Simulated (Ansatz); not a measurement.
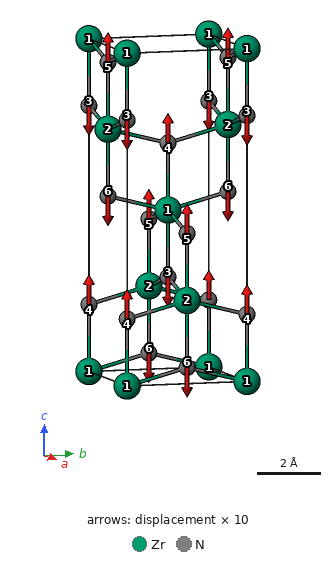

This is a relaxation of solid ZrN2 (a generated structure, set up in I4_1/amd). The starting structure is drawn; red arrows show the displacements (the part carried along by the change of the cell is left out), 10 times their true length.

Style: ball-and-stick. Shown: the conventional cell (2 times the calculation's cell), slightly off an axis. Lengths and directions refer to the drawn axes.

Case: O → N on all its sites, cell and atoms relaxed.

Theory: DFT LDA, scalar-relativistic, plane waves, PAW (Ansatz). Settings: plane-wave cutoff 420 eV; k-point mesh 12 × 12 × 12; occupations gaussian; smearing width 0.1 eV; no spin polarisation; cell and atoms relaxed; force threshold 0.01 eV/Å; at most 60 steps.

**Which element moves most?**

Nitrogen: up to 0.098 Å, against 0.000 Å for zirconium.

**Describe the change and its energy.**

The largest moves relative to the cell, 0.098 Å, are those of N3, N4, N5 and N6. N6 goes along −c. Zr stays in place. Cell: a = b 4.054 → 4.136 Å (+2.0 %), c 10.801 → 10.340 Å (−4.3 %). Volume −0.4 %. Some distances before and after: Zr1–Zr2 3.376 → 3.310 Å, Zr1–N5 2.094 → 2.107 Å, Zr1–N3 2.175 → 2.181 Å. Among the angles between lasting bonds that change: N5–Zr1–N5 150.9° → 157.9°, Zr1–N5–Zr1 150.9° → 157.9°, N3–Zr1–N6 104.5° → 101.1°. The space group stays I4_1/amd (No. 141). After 5 accepted moves (7 points after the start) the energy has fallen by 90.8 meV per cell of the calculation. The largest force component goes from 0.14 to under 0.0001 eV/Å. Pressure: 1.66 GPa at the start and 0.00 GPa at the end. The SCF was repeated twice at an unchanged geometry on a basis and grid sized afresh for the cell, which shifted the energy by 3.0 meV per cell of the calculation at most. Cost: 110 s on 1 thread of Oxide Virtual Turin-like Processor (Zen 5), on a shared host, peak memory 0.63 GiB.
